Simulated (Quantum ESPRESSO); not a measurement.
# ZrSe$_{2}$: 7 runs along one coordinate

System: ZrSe$_{2}$ (P-3m1, 3 atoms in the cell).
Method: Kohn-Sham DFT of a periodic cell, PBEsol, PseudoDojo 0.4.1 SR PBEsol standard, no spin polarisation (Quantum ESPRESSO 7.5).

The 7 runs differ only in the geometry, by an even scaling of the cell at fixed fractional positions. The structure derives from an entry of the Crystallography Open Database.

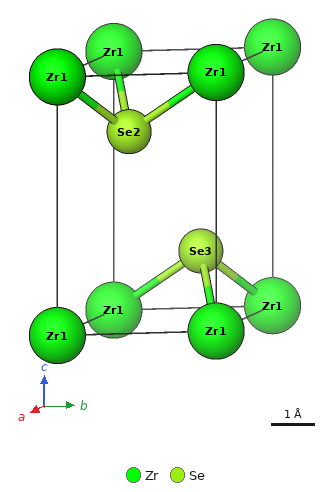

Figure 1. The structure of run 4 (ball-and-stick view of the cell of the calculation, seen slightly off an axis; atoms are numbered from 1 in the order of the input).

**Input of run 4**
```
&CONTROL
  calculation = 'scf'
  prefix = 'pwscf'
  outdir = './tmp'
  pseudo_dir = './pseudo'
  tprnfor = .true.
  tstress = .true.
  disk_io = 'nowf'
/
&SYSTEM
  ibrav = 0
  nat = 3
  ntyp = 2
  ecutwfc = 86
  nbnd = 31
  occupations = 'smearing'
  smearing = 'fd'
  degauss = 0.00367493
/
&ELECTRONS
  conv_thr = 6d-10
  electron_maxstep = 120
  mixing_beta = 0.5
/
ATOMIC_SPECIES
Zr    91.2240 Zr.upf
Se    78.9710 Se.upf
CELL_PARAMETERS angstrom
   3.7980000000    0.0000000000    0.0000000000
  -1.8990000000    3.2891644836    0.0000000000
   0.0000000000    0.0000000000    6.1920000000
ATOMIC_POSITIONS crystal
Zr     0.0000000000    0.0000000000    0.0000000000
Se     0.6666666667    0.3333333333    0.7500000000
Se     0.3333333333    0.6666666667    0.2500000000
K_POINTS automatic
8 8 5 0 0 0
```

Command:
```bash
OMP_NUM_THREADS=1 pw.x -in pw.in > pw.out
```

Run 6 differs from it as follows:
```diff
-   3.7980000000    0.0000000000    0.0000000000
-  -1.8990000000    3.2891644836    0.0000000000
-   0.0000000000    0.0000000000    6.1920000000
+   3.8479794157    0.0000000000    0.0000000000
+  -1.9239897079    3.3324479273    0.0000000000
+   0.0000000000    0.0000000000    6.2734830285
```

**Results, with one run withheld**

| run | volume per atom (Å³) | free energy per atom, from the lowest run given (meV) | pressure (GPa) | gap on the mesh (eV) |
| --- | --- | --- | --- | --- |
| 1 | 24.237 | 14.55 | 4.20 | 0.28 |
| 2 | 24.753 | 4.24 | 2.22 | 0.31 |
| 3 | 25.268 | 0.00 | 0.43 | 0.33 |
| 4 | 25.784 | 1.23 | −1.18 | 0.35 |
| 5 | 26.300 | 7.39 | −2.64 | 0.38 |
| 6 | 26.815 | ? | ? | ? |
| 7 | 27.331 | 32.61 | −5.13 | 0.42 |

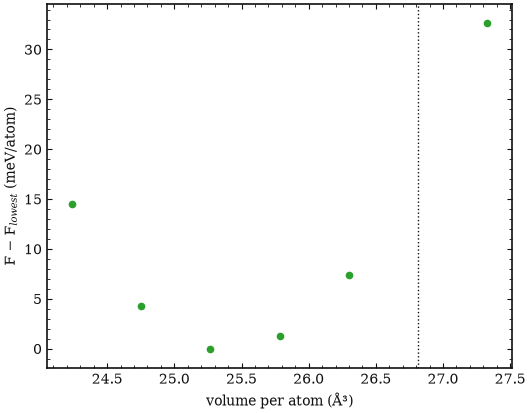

Figure 2. Free energy per atom of the runs given; the dotted line marks run 6.

What should run 6 give?

A cubic polynomial in V^(−2/3) (the Birch–Murnaghan form), fitted to the 6 runs given, misses them by under 0.01 meV per atom. With x = V^(−2/3) − 0.11519 Å⁻², it reads F = 0.1202 − 1145.8 x + 1.0832e+06 x² + 4.462e+05 x³ (meV per atom). At run 6 it gives 17.98 meV per atom, and the run itself gives 17.99. The slope of the fit gives a pressure −dF/dV of −3.94 GPa there, and the run prints −3.95 GPa. The fit has its minimum at 25.404 Å³ per atom, where V d²F/dV² gives 81.4 GPa. Cell shape and fractional positions are held, so this is the stiffness under even scaling; the relaxed bulk modulus wasn't computed and can be far lower in a crystal of layers, chains or molecules like this one. The gap on the mesh goes, without turning, from 0.28 eV in run 1 to 0.42 eV in run 7; run 6 has 0.40 eV. These are gaps of this functional on this mesh, which can miss the band edges; they aren't the measured gap.

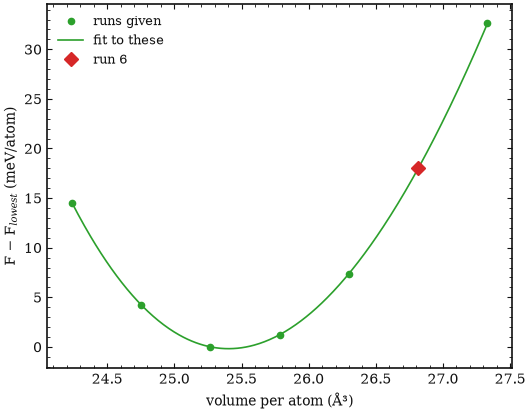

Figure 3. The fit and the withheld run.

**Some lines of the output (run 6)**
```
[...]
     number of k points=    40  Fermi-Dirac smearing, width (Ry)=  0.0037
     total energy              =    -585.89258962 Ry
     total energy              =    -585.90111322 Ry
     total energy              =    -585.91870239 Ry
     total energy              =    -585.92146336 Ry
     total energy              =    -585.92153256 Ry
     total energy              =    -585.92154790 Ry
     total energy              =    -585.92154920 Ry
     total energy              =    -585.92154923 Ry
     the Fermi energy is     8.5994 ev
!    total energy              =    -585.92154923 Ry
     The total energy is F=E-TS. E is the sum of the following terms:
     Computing stress (Cartesian axis) and pressure
          total   stress  (Ry/bohr**3)                   (kbar)     P=      -39.47
```
